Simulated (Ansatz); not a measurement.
A series of calculations on MoS2

## 1. Relaxation

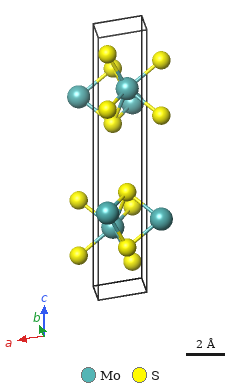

Starting structure of a crystal of MoS$_{2}$ (set up in P6_3/mmc). Style: ball-and-stick. Shown: the cell of the calculation, from a free direction.

Case: strain along c alone, the other axes held, atoms relaxed: -2.0 %.

Theory: Ansatz, DFT PBE, scalar-relativistic, plane waves, PAW.

The input:
```yaml
crystal:
  lattice:
    - [3.1850687626, 0.0, 0.0]
    - [-1.5925343813, 2.7583504612, 0.0]
    - [0.0, 0.0, 14.5118338339]
  atoms:
    - { symbol: Mo, position: [0.6666666667, 0.3333333333, 0.25] }
    - { symbol: Mo, position: [0.3333333333, 0.6666666667, 0.75] }
    - { symbol: S, position: [0.6666666667, 0.3333333333, 0.6444803424] }
    - { symbol: S, position: [0.3333333333, 0.6666666667, 0.3555196576] }
    - { symbol: S, position: [0.6666666667, 0.3333333333, 0.8555196576] }
    - { symbol: S, position: [0.3333333333, 0.6666666667, 0.1444803424] }
basis:
  ecutwfc: 420
kpoints:
  mp_grid: { grid: [12, 12, 2] }
hamiltonian:
  xc: pbe
scf:
  occupations: { method: gaussian, width: 0.02 }
output:
  forces: true
  stress: true
  eigenvalues: true
  write_density: true
  write_potential: true
  elf: true
  volumetric_format: npy
relax:
  adjacent_minimum: "off"
  f_tol: 0.008
  max_steps: 40
```

Run as
```bash
ansatz run input.yaml --threads 1 --pin off --max-ram 2560MiB --backend cpu --events-out ev --progress --plain --runs-dir out
```

Question: Predict the outcome.

Answer: The energy falls by 37.3 meV per cell of the calculation in 2 accepted moves (3 points after the start). Largest force component: 0.61 eV/Å at the start, 0.002 eV/Å at the end. 1 step only repeated the SCF at the same geometry. The largest moves, 0.031 Å, are those of S3, S4, S5 and S6. S3 goes along −c. Mo stays in place. The lattice vectors keep their values. Some distances before and after: Mo1–S4 2.393 → 2.413 Å. The space group stays P6_3/mmc (No. 194). Cost: 29 s on 1 thread of Arm Neoverse V2 (shared host), peak memory 0.44 GiB.

Step by step:

```json
{"step": "0", "E − E(0), meV/atom": "0.00", "largest force component, eV/Å": "0.6051", "note": ""}
{"step": "1", "E − E(0), meV/atom": "-5.19", "largest force component, eV/Å": "0.2366", "note": ""}
{"step": "2", "E − E(0), meV/atom": "-6.22", "largest force component, eV/Å": "0.0020", "note": ""}
{"step": "3", "E − E(0), meV/atom": "-6.22", "largest force component, eV/Å": "0.0020", "note": "same geometry, SCF repeated"}
```

## 2. Relaxation

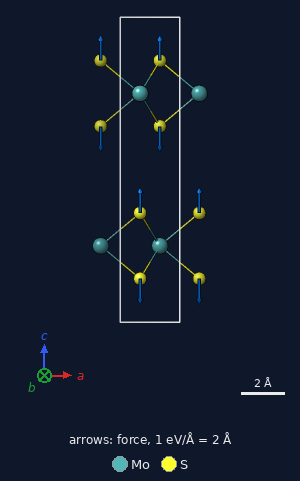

Starting geometry of crystalline MoS2 (set up in P6_3/mmc) with the computed forces as blue arrows. A ball-and-stick model of the cell of the calculation, seen along the b axis.

Case: strain along c alone, the other axes held, atoms relaxed: -4.0 %.

Computed with DFT PBE, scalar-relativistic, plane waves, PAW (Ansatz 0.2.0). Set-up: plane-wave cutoff 420 eV; k-point mesh 12 × 12 × 2; occupations gaussian; smearing width 0.02 eV; no spin polarisation; atoms relaxed in a fixed cell; force threshold 0.008 eV/Å; at most 40 steps.

What follows when this structure is relaxed?

Answer. It isn't relaxed: the largest force vector, on S atoms, is 0.62 eV/Å. The atoms end up moving mostly along the starting forces (cosine between the two patterns 1.00). The energy falls by 6.5 meV per atom in 2 accepted moves (3 points after the start). Largest force component: 0.62 eV/Å at the start, 0.0021 eV/Å at the end. 1 step only repeated the SCF at the same geometry. The largest moves, 0.032 Å, are those of S atoms. Mo stays in place. The cell stays as it was. Near-neighbour distances that change, for instance: Mo–S 2.393 → 2.413 Å. The space group stays P6_3/mmc (No. 194). The run took 24 s on 1 thread of Arm Neoverse V2, on a shared host, peak memory 0.43 GiB.

## 3. A change

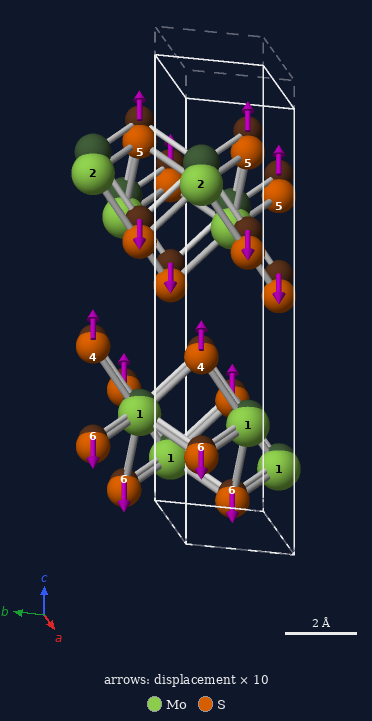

Crystalline MoS2 (set up in P6_3/mmc), drawn pale, and a changed version of it, drawn solid. The purple arrows show how the atoms are displaced (without the part that the change of the cell carries along), magnified 10 times. Style: ball-and-stick. Shown: the cell of the calculation, repeated 2 × 2 × 1 with one cell outlined, from a free direction.

These are results of DFT PBE, scalar-relativistic, plane waves, PAW (Ansatz 0.2.0), not measurements. (plane-wave cutoff 420 eV; k-point mesh 12 × 12 × 2; occupations gaussian; smearing width 0.02 eV; no spin polarisation)

### What was done to the structure, and with what result?

Strain along c alone, −6.0 %, is applied. The other axes are held and the atoms relaxed. The energy changes by less than 1 meV per atom. The drawn cell changes as follows: a = b unchanged at 3.185 Å, c 14.808 → 13.920 Å (−6.0 %); the volume changes by −6.0 %. The largest moves relative to the cell, 0.093 Å, are those of S atoms. Mo stays in place. The space group stays P6_3/mmc (No. 194).

## 4. Series

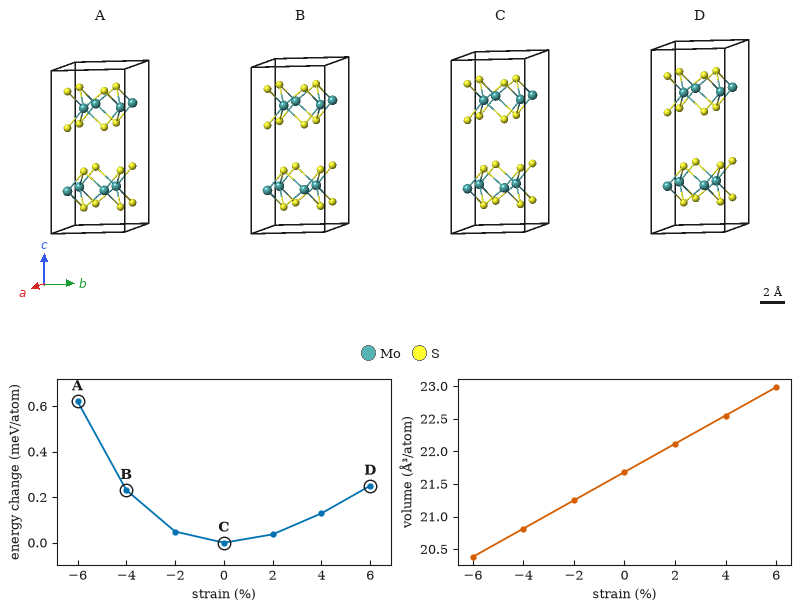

Members of a series of calculations on solid MoS2 (set up in P6_3/mmc), marked on the first curve. Style: ball-and-stick. Shown: the cell of the calculation, repeated to show the pattern, slightly off an axis.

These are results of DFT PBE, scalar-relativistic, plane waves, PAW in Ansatz 0.2.0, not measurements. Set-up: plane-wave cutoff 420 eV; k-point mesh 12 × 12 × 2; occupations gaussian; smearing width 0.02 eV; no spin polarisation.

> Which kind of strain is it, and how does the structure respond?

Strain along c alone, the other axes held, atoms relaxed. A (strain −6.0 %): energy change 0.6 meV/atom, volume 20.38 Å³ per atom. B (strain −4.0 %): energy change 0.2 meV/atom, volume 20.82 Å³ per atom. C (strain 0.0 %): energy change 0.0 meV/atom, volume 21.68 Å³ per atom. D (strain 6.0 %): energy change 0.3 meV/atom, volume 22.98 Å³ per atom. The rest compares A with D. Cell: a = b unchanged at 6.370 Å, c 13.920 → 15.696 Å (+12.8 %). Volume +12.8 %. 
